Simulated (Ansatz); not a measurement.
```yaml
crystal:
  lattice:
    - [0.00000, 0.00000, -4.67808]
    - [2.91027, 0.00000, 0.00000]
    - [0.00000, -4.96624, 0.00000]
  atoms:
    - { symbol: Ti, position: [0.00000, 0.50000, 0.50000] }
    - { symbol: Ti, position: [0.00000, 0.00000, 0.00000] }
    - { symbol: Al, position: [0.50000, 0.00000, 0.66667] }
    - { symbol: Al, position: [0.50000, 0.50000, 0.16667] }
```

Space group Amm2; a structure from a database of computed crystals, not necessarily the ambient phase; changed on purpose from its base cell (strain +0.0150 x Voigt [1, 0, 0, 0, 0, 0], atoms carried along); computed pressure about −3 GPa in this cell; computed without spin polarisation.

Computed with DFT r2SCAN, scalar-relativistic, plane waves, PAW (Ansatz).

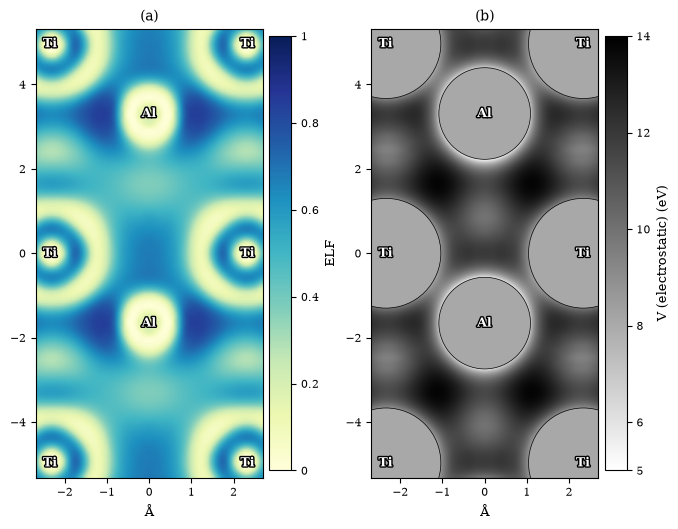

TiAl. (a) ELF; (b) electrostatic potential (local pseudopotential plus Hartree) felt by an electron on the (010) plane of the conventional cell. Grey discs cover the atomic cores in the potential map.

In a PAW calculation such maps are meaningful between the atoms, not at the nuclei.

**What do the fields say about this system?**

- The section cuts through Ti and Al sites.
- Ti–Al (2.87 Å): the ELF is about 0.40 at the midpoint.
- The features right at Ti lie inside the PAW spheres, where the map follows smoothed inner orbitals and isn't to be read closely.
- Outside the cores the potential energy rises away from the atoms and is highest about 2.0 Å from the nearest atoms; its zero is arbitrary.

**Does the calculation make it a metal, or give it a gap?**

It is metallic or semimetallic at this level of theory: no gap opens.
